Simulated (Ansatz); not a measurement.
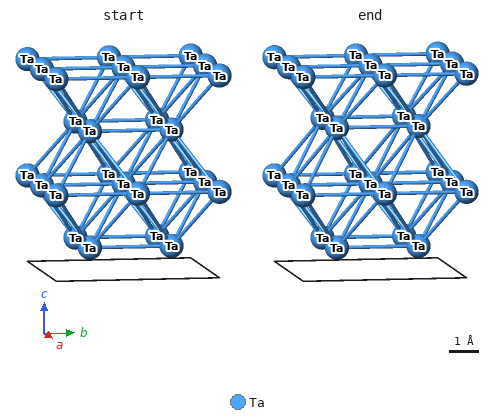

The structure of a slab of composition Ta (cut from the Fm-3m phase) before (left) and after (right) a constrained relaxation, at one scale.

A ball-and-stick model of the cell of the calculation, outlined in the plane, without the vacuum, seen slightly off an axis.

Case: clean slab, lower half held. The slab is the (1 0 0) face of Ta. 8 atoms are held fixed.

The calculation used Ansatz, DFT PBE+D3(BJ), scalar-relativistic, plane waves, PAW. Settings: plane-wave cutoff 420 eV; k-point mesh 5 × 5 × 1; occupations gaussian; smearing width 0.1 eV; no spin polarisation; dipole correction; atoms relaxed in a fixed cell; force threshold 0.03 eV/Å; at most 70 steps.

### Describe what moved and what it gained.

The largest moves, 0.13 Å, are those of Ta atoms. The cell doesn't change. Among the contacts that change: Ta–Ta 2.957 → 3.049 Å, Ta–Ta 2.957 → 2.915 Å. Over 3 accepted moves (4 points after the start) the energy falls by 0.212 eV per cell of the calculation. Largest force component: 1 eV/Å at the start, 0.0016 eV/Å at the end. The line search rejected the trial step at point 1 of the run. The run took 88 s on 4 threads of Arm Neoverse V2, on a shared host, peak memory 2.1 GiB.
